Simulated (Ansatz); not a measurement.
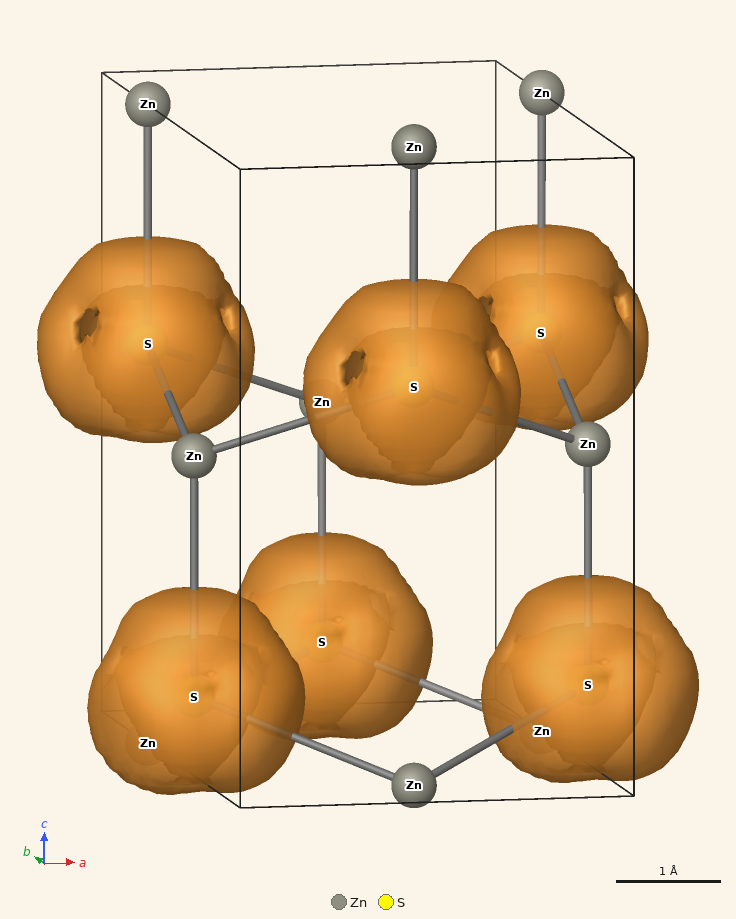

ZnS. Isosurface of the electron localisation function at 0.8 (orange), seen slightly off an axis. Core shells and regions of very low density are left out. Sticks mark near contacts.

Space group Cmc2₁; started from the wurtzite prototype, which need not be the ambient phase; changed on purpose from its base cell (uniaxial x strain +2.2%).

Theory: Ansatz, DFT, r2SCAN, plane waves, PAW.

Core electrons are frozen (PAW), and the valence fields are smoothed inside the atomic spheres.

Question: Identify the bonds, lone pairs and shells in this picture.

Answer: At this value the surface marks out four regions wrapped around S (the valence shell of each), counted in one cell of 8 atoms. Regions shared between cells count once. Profiles from the grid: Zn–S (2.35 Å): the ELF peaks at about 0.90 in the valence shell of S, 0.8 Å from its nucleus, and is about 0.60 at the midpoint.
